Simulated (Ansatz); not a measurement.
Consider LiNbO3.

```
Li Nb O
1.0
    -5.18950   -2.99616    4.67149
     5.18950   -2.99616    4.67149
     0.00000    5.99232    4.67149
Li Nb O
8 8 24
Direct
  0.28160 0.28160 0.28160
  0.78160 0.78160 0.28160
  0.78160 0.28160 0.78160
  0.28160 0.78160 0.78160
  0.78160 0.78160 0.78160
  0.28160 0.28160 0.78160
  0.28160 0.78160 0.28160
  0.78160 0.28160 0.28160
  0.00045 0.00045 0.00045
  0.50045 0.50045 0.00045
  0.50045 0.00045 0.50045
  0.00045 0.50045 0.50045
  0.50045 0.50045 0.50045
  0.00045 0.00045 0.50045
  0.00045 0.50045 0.00045
  0.50045 0.00045 0.00045
  0.53966 0.41579 0.23431
  0.03966 0.91579 0.23431
  0.03966 0.41579 0.73431
  0.53966 0.91579 0.73431
  0.23431 0.53966 0.41579
  0.73431 0.03966 0.41579
  0.73431 0.53966 0.91579
  0.23431 0.03966 0.91579
  0.41579 0.23431 0.53966
  0.91579 0.73431 0.53966
  0.91579 0.23431 0.03966
  0.41579 0.73431 0.03966
  0.73431 0.41579 0.53966
  0.23431 0.91579 0.53966
  0.23431 0.41579 0.03966
  0.73431 0.91579 0.03966
  0.41579 0.53966 0.73431
  0.91579 0.03966 0.73431
  0.91579 0.53966 0.23431
  0.41579 0.03966 0.23431
  0.53966 0.73431 0.41579
  0.03966 0.23431 0.41579
  0.03966 0.73431 0.91579
  0.53966 0.23431 0.91579
```

Space group R3c.

All numbers below come from DFT PBE, scalar-relativistic, plane waves, PAW (Ansatz 0.2.0).

Predict the valence pseudo-density and electron localisation function between the atoms.

Nb–O (1.88 Å): ρ is about 1.2 e/Å³ halfway; the ELF peaks at about 0.80 in the valence shell of O, 0.5 Å from its nucleus, and drops to about 0.30 between the two atoms (no localised pair shows between them).
Li–O (2.08 Å): ρ is about 0.26 e/Å³ halfway; the ELF peaks at about 0.85 in the valence shell of O, 0.6 Å from its nucleus, and falls to about 0 next to Li; an ionic contact with no shared pair.
Nb–O (2.16 Å): ρ at the midpoint is about 0.57 e/Å³; the ELF peaks at about 0.85 in the valence shell of O, 0.6 Å from its nucleus, and drops to about 0.15 between the two atoms: no localised pair shows between them.

Metal or insulator at this level of theory?

It is gapped, with a Kohn–Sham gap of 3.6 eV on the k-point mesh (the band edges may lie off the mesh, which would make the gap smaller).

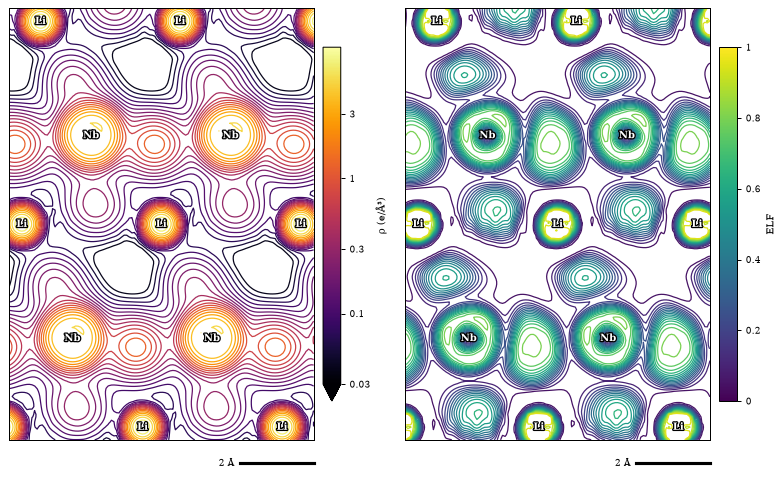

Computed valence pseudo-density and electron localisation function on the (11̄0) plane of the calculation cell, in this order. Atoms just off the plane (O, 0.6 Å away) can leave unmarked features too.

In a PAW calculation such maps are meaningful between the atoms, not at the nuclei.
